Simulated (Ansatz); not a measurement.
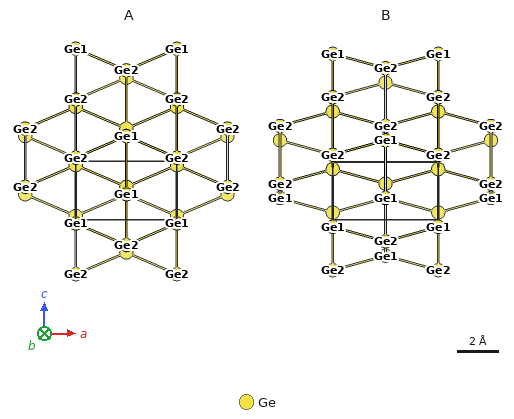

Two geometries of crystalline Ge (set up in Imma), drawn at one scale. One is the start of a relaxation, the other its converged end. A ball-and-stick model of the conventional cell (2 times the calculation's cell), repeated 1 × 1 × 2 with one cell outlined, seen along the b axis. Lengths and directions refer to the drawn axes.

Computed with Ansatz, DFT PBE, scalar-relativistic, plane waves, PAW. (plane-wave cutoff 420 eV; k-point mesh 16 × 16 × 16; occupations gaussian; smearing width 0.1 eV; no spin polarisation; cell and atoms relaxed; force threshold 0.005 eV/Å; at most 80 steps)

### Which geometry has the lower energy?

Structure B is the relaxed one. The largest moves relative to the cell, 0.17 Å, are those of Ge1 and Ge2. Ge1 goes along −c. The drawn cell changes as follows: a 4.992 → 5.204 Å (+4.2 %), b 5.302 → 5.208 Å (−1.8 %), c 2.874 → 2.847 Å (−0.9 %); the volume changes by +1.4 %. Near-neighbour distances that change, for instance: Ge1–Ge1 2.874 → 2.847 Å, Ge1–Ge2 2.676 → 2.699 Å, Ge1–Ge2 (another image) 2.715 → 2.698 Å. Bond angles that change, for instance: Ge2–Ge1–Ge2 133.6° → 149.3°, Ge2–Ge1–Ge2 164.2° → 149.5°, Ge1–Ge1–Ge2 113.2° → 105.4°. The space group (tolerance 0.01 Å) goes from Imma (No. 74) to I4_1/amd (No. 141). The energy falls by 10.1 meV per atom in 5 accepted moves (7 points after the start). Largest force component: 0.043 eV/Å at the start, 0.00019 eV/Å at the end. The pressure goes from 1.14 to 0.01 GPa. The line search rejected the trial step at point 3 of the run. The SCF was repeated once at an unchanged geometry on a basis and grid sized afresh for the cell, which shifted the energy by 0.1 meV per atom at most.
